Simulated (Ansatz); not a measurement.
System: NiGe.

```
Ni Ge
1.0
     5.25843    0.00000    0.00000
     0.00000    3.40551    0.00000
     0.00000    0.00000    5.69006
Ni Ge
4 4
Direct
  0.99312 0.75000 0.18970
  0.00688 0.25000 0.81030
  0.50688 0.25000 0.68970
  0.49312 0.75000 0.31030
  0.81043 0.75000 0.58818
  0.18957 0.25000 0.41182
  0.68957 0.25000 0.08818
  0.31043 0.75000 0.91182
```

Space group Pnma; computed without spin polarisation.

These are results of DFT LDA, scalar-relativistic, plane waves, PAW (Ansatz), not measurements.

Question: What can the converged valence pseudo-density and electron localisation function tell about the bonding?

Answer: Ni–Ge (2.30 Å): ρ at the midpoint is about 0.5 e/Å³; the ELF is about 0.40 at the midpoint.
Ni–Ge (2.36 Å): the density is about 0.46 e/Å³ at the midpoint; the ELF is about 0.40 at the midpoint.

Question: Does the calculation give a band gap?

Answer: It is gapless in this calculation (a metal or semimetal).

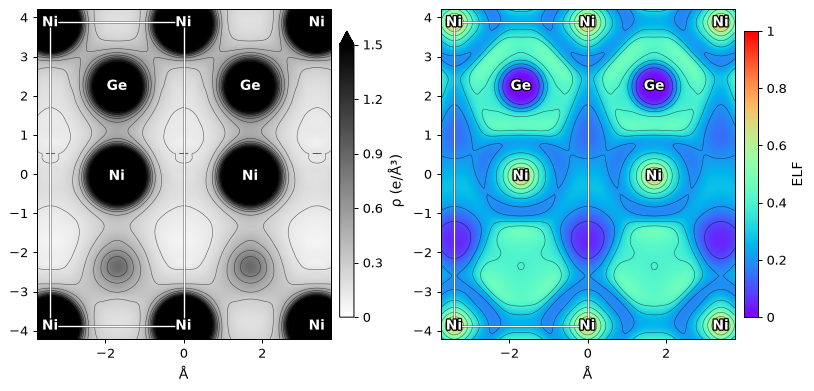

Computed valence pseudo-density and electron localisation function on the (101) plane of the conventional cell, in this order. Atoms just off the plane (Ge, 0.8 Å away) can leave unmarked features too.

Core electrons are frozen (PAW), and the valence fields are smoothed inside the atomic spheres.
